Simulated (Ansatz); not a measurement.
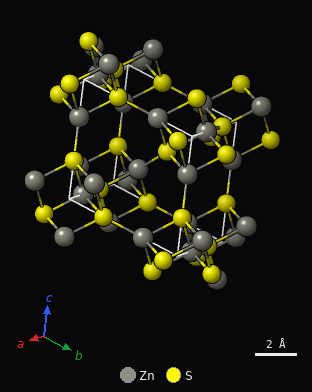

This is the input geometry for a relaxation of crystalline ZnS (a generated structure, set up in I-43m) (coarse preliminary run). A ball-and-stick model of the cell of the calculation, seen slightly off an axis.

Theory: Ansatz 0.2.0, DFT PBE, scalar-relativistic, plane waves, PAW.

Input
```yaml
crystal:
  lattice:
    - [-3.47716682, 3.47716682, 3.47716682]
    - [3.47716682, -3.47716682, 3.47716682]
    - [3.47716682, 3.47716682, -3.47716682]
  atoms:
    - { symbol: Zn, position: [0.31719804, 0.31719804, 0.31719804] }
    - { symbol: Zn, position: [0.0, 0.0, 0.68280196] }
    - { symbol: Zn, position: [0.0, 0.68280196, 0.0] }
    - { symbol: Zn, position: [0.68280196, 0.0, 0.0] }
    - { symbol: S, position: [0.68280196, 0.68280196, 0.68280196] }
    - { symbol: S, position: [0.0, 0.0, 0.31719804] }
    - { symbol: S, position: [0.0, 0.31719804, 0.0] }
    - { symbol: S, position: [0.31719804, 0.0, 0.0] }
basis:
  ecutwfc: 420
kpoints:
  mp_grid: { grid: [4, 4, 4] }
hamiltonian:
  xc: pbe
scf:
  occupations: { method: gaussian, width: 0.1 }
  lower_state_search: "off"
output:
  forces: true
  stress: true
  eigenvalues: true
relax:
  adjacent_minimum: "off"
  f_tol: 0.04
  max_steps: 70
  cell: { stress_tol: 0.4 }
```

Command:
```bash
ansatz run input.yaml --threads 1 --pin off --max-ram 2560MiB --backend cpu --events-out ev --progress --plain --runs-dir out
```

Question: Predict the outcome.

Answer: After 3 accepted moves (4 points after the start) the energy has fallen by 2.287 eV per cell of the calculation. The largest force component goes from 1.9 to 0.035 eV/Å. Pressure: 18.76 GPa at the start and 0.06 GPa at the end. The SCF was repeated once at an unchanged geometry on a basis and grid sized afresh for the cell, which shifted the energy by 17.5 meV per cell of the calculation at most. The largest moves relative to the cell, 0.10 Å, are those of S5, S6, S7 and S8. S7 goes along +b. Largest moves by element: S 0.10 Å, Zn 0.01 Å. Cell: a = b = c 6.023 → 6.431 Å (+6.8 %). Volume +21.8 %. Some distances before and after: Zn1–S6 2.206 → 2.408 Å, Zn1–S5 2.202 → 2.263 Å. Bond angles that change, for instance: Zn1–S6–Zn3 90.0° → 86.7°, S5–Zn2–S7 90.0° → 93.2°, Zn1–S6–Zn2 125.3° → 127.5°. The space group stays I-43m (No. 217).

Final geometry:

```xyz
8
Lattice="-3.7130 3.7130 3.7130 3.7130 -3.7130 3.7130 3.7130 3.7130 -3.7130" Properties=species:S:1:pos:R:3 pbc="T T T"
Zn    1.1692    1.1692    1.1692
Zn    6.2567   -1.1692    1.1692
Zn    2.5437    4.8822    2.5437
Zn   -2.5437    2.5437    2.5437
S     2.4760    2.4760    2.4760
S     1.2370    1.2370    6.1890
S     1.2370    6.1890    1.2370
S     6.1890    1.2370    1.2370
```

After the run, drawn alike:

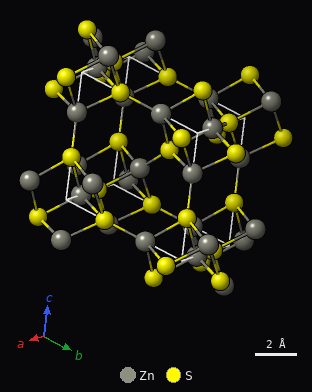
